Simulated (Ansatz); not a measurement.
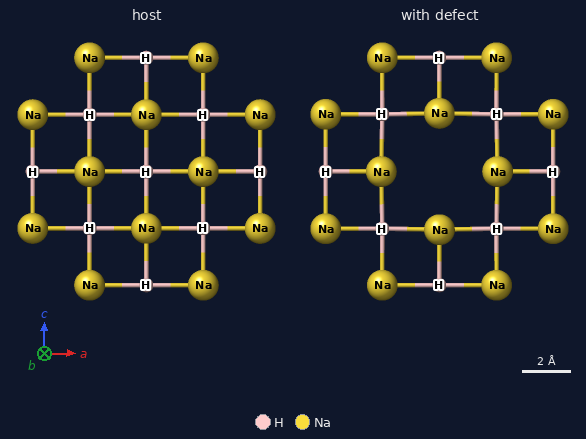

Left: perfect NaH. Right: the same region with one point defect, after relaxing the atoms in a supercell of 64 sites. The picture is a ball-and-stick view of the atoms within 6.0 Å of one point, in a slice 4.2 Å thick across the line of sight, seen along the b axis.

Theory: DFT, PBEsol, PAW, plane waves in Ansatz. (plane-wave cutoff 420 eV; k-point mesh 1 × 1 × 1; mesh shifted by (0.25, 0.25, 0.25); collinear spin) Fermi-Dirac smearing of 0.01 eV. The axes drawn are those of the host's conventional cell.

**What kind of defect was made?**

A hydrogen atom is taken out (a vacancy).

The charge state of the cell is 0.

**How does the lattice respond?**

Around the empty H site the host had 6 Na at 2.40 Å; after relaxation the nearest atoms are 6 Na at 2.45 Å. Of the host's atoms, a sodium atom moves furthest from its site, by 0.06 Å. The cell's net moment is 1.00 μB.
